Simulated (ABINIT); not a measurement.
```
CELL_PARAMETERS angstrom
3.19745 0.00000 0.00000
-1.59872 2.76907 0.00000
0.00000 0.00000 7.94275
ATOMIC_POSITIONS crystal
Se 0.00000 0.00000 0.00000
Ti 0.66667 0.33333 0.50000
Ti 0.33333 0.66667 0.77290
Ti 0.33333 0.66667 0.22710
```

Space group P-6m2; a structure from a database of computed crystals, not necessarily the ambient phase.

Method: Kohn-Sham DFT of a periodic cell, r2SCAN, JTH PAW PBE v2.0 (ABINIT).

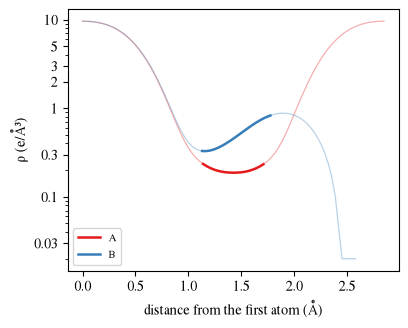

Ti3Se. Valence charge density (pseudo) along straight lines between neighbouring atoms. Thin, pale parts lie inside the atomic spheres.

Core electrons are frozen (PAW), and the valence fields are smoothed inside the atomic spheres.

Which curve belongs to which contact (Ti–Se and Ti–Ti)? The first atom named is at distance zero.

Answer. Curve A: Ti–Ti (2.85 Å): ρ is about 0.19 e/Å³ halfway. Curve B: Ti–Se (2.58 Å): ρ at the midpoint is about 0.36 e/Å³.
